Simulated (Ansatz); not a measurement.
Consider AlRu (slab).

```yaml
crystal:
  lattice:
    - [5.94717, 0.00000, 0.00000]
    - [0.00000, 8.41058, 0.00000]
    - [0.00000, 0.00000, 23.30793]
  atoms:
    - { symbol: Al, position: [0.00000, 0.25000, 0.36468] }
    - { symbol: Al, position: [0.00000, 0.75000, 0.36468] }
    - { symbol: Al, position: [0.50000, 0.25000, 0.36468] }
    - { symbol: Al, position: [0.50000, 0.75000, 0.36468] }
    - { symbol: Ru, position: [0.25000, 0.50000, 0.36468] }
    - { symbol: Ru, position: [0.25000, 0.00000, 0.36468] }
    - { symbol: Ru, position: [0.75000, 0.50000, 0.36468] }
    - { symbol: Ru, position: [0.75000, 0.00000, 0.36468] }
    - { symbol: Al, position: [0.00000, 0.50000, 0.45489] }
    - { symbol: Al, position: [0.00000, 0.00000, 0.45489] }
    - { symbol: Al, position: [0.50000, 0.50000, 0.45489] }
    - { symbol: Al, position: [0.50000, 0.00000, 0.45489] }
    - { symbol: Ru, position: [0.25000, 0.75000, 0.45489] }
    - { symbol: Ru, position: [0.25000, 0.25000, 0.45489] }
    - { symbol: Ru, position: [0.75000, 0.75000, 0.45489] }
    - { symbol: Ru, position: [0.75000, 0.25000, 0.45489] }
    - { symbol: Al, position: [0.00000, 0.75000, 0.54470] }
    - { symbol: Al, position: [0.00000, 0.25000, 0.54470] }
    - { symbol: Al, position: [0.50000, 0.75000, 0.54470] }
    - { symbol: Al, position: [0.50000, 0.25000, 0.54470] }
    - { symbol: Ru, position: [0.25000, 0.00000, 0.54427] }
    - { symbol: Ru, position: [0.25000, 0.50000, 0.54427] }
    - { symbol: Ru, position: [0.75000, 0.00000, 0.54427] }
    - { symbol: Ru, position: [0.75000, 0.50000, 0.54427] }
    - { symbol: Al, position: [0.00000, 0.00000, 0.63496] }
    - { symbol: Al, position: [0.00000, 0.50000, 0.63496] }
    - { symbol: Al, position: [0.50000, 0.00000, 0.63496] }
    - { symbol: Al, position: [0.50000, 0.50000, 0.63496] }
    - { symbol: Ru, position: [0.25000, 0.25000, 0.63501] }
    - { symbol: Ru, position: [0.25000, 0.75000, 0.63501] }
    - { symbol: Ru, position: [0.75000, 0.25000, 0.63501] }
    - { symbol: Ru, position: [0.75000, 0.75000, 0.63501] }
```

Computed without spin polarisation.

Method: Ansatz 0.2.0, DFT PBE+D3(BJ), scalar-relativistic, plane waves, PAW.

What will maps of the valence pseudo-density and electron localisation function show?

Answer. Al–Ru (2.58 Å): the density is about 0.37 e/Å³ at the midpoint; the ELF is about 0.40 at the midpoint.

Does the calculation make it a metal, or give it a gap?

Answer. It is gapless in this calculation (a metal or semimetal).

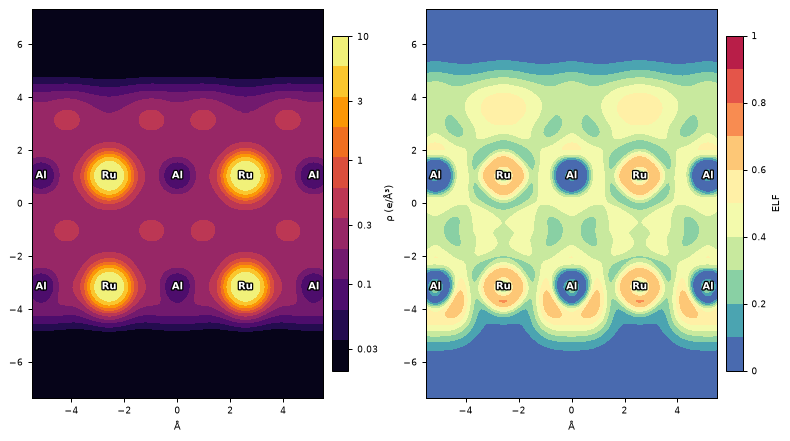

Computed valence pseudo-density and electron localisation function on the (110) plane of the calculation cell, a cut from vacuum to vacuum, in this order. 

Core electrons are frozen (PAW), and the valence fields are smoothed inside the atomic spheres.
